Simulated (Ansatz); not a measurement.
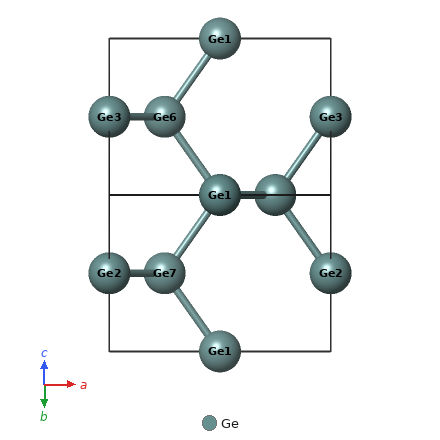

The system is Ge (Fd-3m phase) with one N guest (9 atoms in the cell); the picture shows it without the atoms that are moved over the map. A guest moved over a lattice plane through the rigid host; the plane is (0 1 1) of the conventional cell, half-way across the widest gap between atomic layers, origin above Ge5. Places are given modulo a cell vector. The map is drawn in real space over the plane of the scan. Nothing is relaxed (host rigid, guest held in the plane). Grid: 12 × 12 points; 14 points were computed and 94 follow by symmetry. At 36 points there is no value (left out of the scan, as a rule where atoms come close). Energies: eV per cell, counted from the lowest grid point. Theory: DFT LDA, scalar-relativistic, plane waves, PAW in Ansatz. Settings: cutoff 420 eV, k-mesh 6×6×6, gaussian smearing 0.15 eV, no spin polarisation.

Range: place of N9 along a1 from 0.000 to 0.917; place of N9 along a2 from 0.000 to 0.917.

**What will the energy surface look like?**

The lowest grid point is at (4/12, 1/12) of the cell vectors [nearest 1 Ge at 1.99 Å]. The same energy is found at (4/12, 11/12) of the cell vectors [nearest 1 Ge at 1.99 Å]; (10/12, 5/12) of the cell vectors [nearest 1 Ge at 1.99 Å]; (10/12, 7/12) of the cell vectors [nearest 1 Ge at 1.99 Å]. Relaxing all atoms from the lowest point lowers the energy by a further 1.0 eV. The highest grid point, (0/12, 2/12) of the cell vectors [nearest 1 Ge at 1.19 Å], lies 13.5 eV above the lowest.

```
place of N9 along a2 ↓, place of N9 along a1 →  0/12  1/12  2/12  3/12  4/12  5/12  6/12  7/12  8/12  9/12  10/12  11/12
                                         11/12     –     –   4.1   0.2   0.0   0.0   0.2   4.1     –     –      –      –
                                         10/12  13.5   8.3   1.8   0.4   0.1   0.1   0.4   1.8   8.3  13.5    9.1    9.1
                                          9/12   3.6   2.3   2.3   3.6   2.3   2.3   3.6   2.3   2.3   3.6    2.3    2.3
                                          8/12   0.4   1.8   8.3  13.5   9.1   9.1  13.5   8.3   1.8   0.4    0.1    0.1
                                          7/12   0.2   4.1     –     –     –     –     –     –   4.1   0.2    0.0    0.0
                                          6/12   0.5   5.8     –     –     –     –     –     –   5.8   0.5    0.2    0.2
                                          5/12   0.2   4.1     –     –     –     –     –     –   4.1   0.2    0.0    0.0
                                          4/12   0.4   1.8   8.3  13.5   9.1   9.1  13.5   8.3   1.8   0.4    0.1    0.1
                                          3/12   3.6   2.3   2.3   3.6   2.3   2.3   3.6   2.3   2.3   3.6    2.3    2.3
                                          2/12  13.5   8.3   1.8   0.4   0.1   0.1   0.4   1.8   8.3  13.5    9.1    9.1
                                          1/12     –     –   4.1   0.2   0.0   0.0   0.2   4.1     –     –      –      –
                                          0/12     –     –   5.8   0.5   0.2   0.2   0.5   5.8     –     –      –      –
```

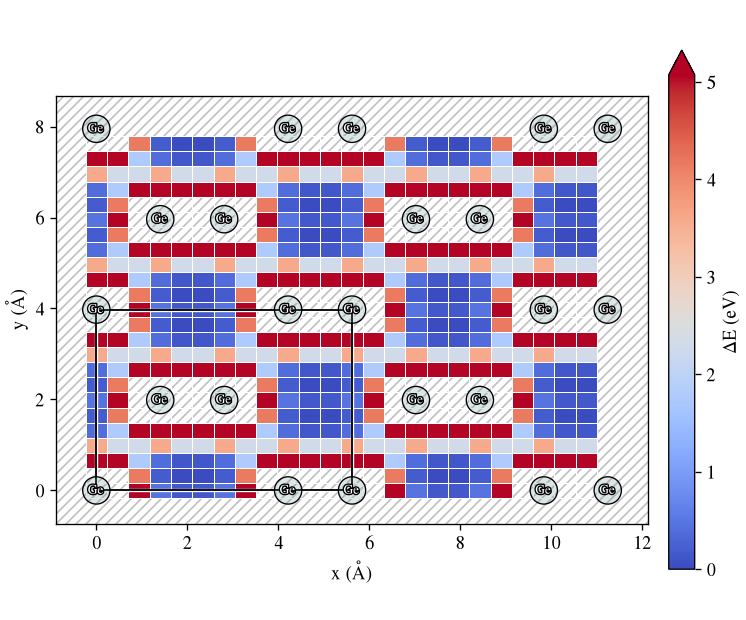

Drawn: one coloured cell a grid point, labelled circles for the fixed atoms within 1 Å of the plane, the outline of one cell of the 2 × 2 shown, one colour for all values above the top of the scale, hatched blanks where no value was computed.

The whole map (14 points run) took 5.4 min on 4 threads of Intel(R) Xeon(R) 6975P-C (Granite Rapids), on a shared host.

PAW datasets: the set soft_1.
